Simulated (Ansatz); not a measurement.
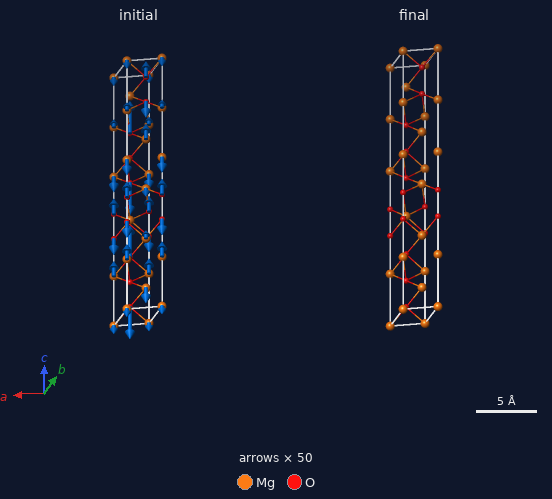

The structure of crystalline MgO (a generated structure, set up in P6_3/mmc) before (left) and after (right) a relaxation, at one scale. The blue arrows give the displacements (the part carried along by the change of the cell is left out), magnified 50 times.

Style: ball-and-stick. Shown: the cell of the calculation, from a free direction.

Case: stacking ABABCBABAC.

The calculation used DFT PBEsol, scalar-relativistic, plane waves, PAW (Ansatz 0.2.0). (plane-wave cutoff 420 eV; k-point mesh 12 × 12 × 2; occupations gaussian; smearing width 0.02 eV; no spin polarisation; cell and atoms relaxed; force threshold 0.01 eV/Å; at most 45 steps)

Describe what moved and what it gained.

The largest moves relative to the cell, 0.064 Å, are those of O atoms. Largest moves by element: O 0.064 Å, Mg 0.030 Å. Cell: a = b 2.980 → 2.951 Å (−1.0 %), c 24.331 → 25.300 Å (+4.0 %). Volume +2.0 %. Near-neighbour distances that change, for instance: Mg–O 2.107 → 2.142 Å, Mg–O 2.107 → 2.094 Å. Among the angles between lasting bonds that change: O–Mg–O 70.5° → 74.5°, Mg–O–Mg 90.0° → 87.1°, O–Mg–O 90.0° → 87.2°. The space group stays P6_3/mmc (No. 194). After 5 accepted moves (7 points after the start) the energy has fallen by 0.681 eV per cell of the calculation. The largest force component goes from 1.2 to 0.0035 eV/Å. The pressure goes from 4.21 to −0.03 GPa. The SCF was repeated twice at an unchanged geometry on a basis and grid sized afresh for the cell, which shifted the energy by 27.3 meV per cell of the calculation at most.
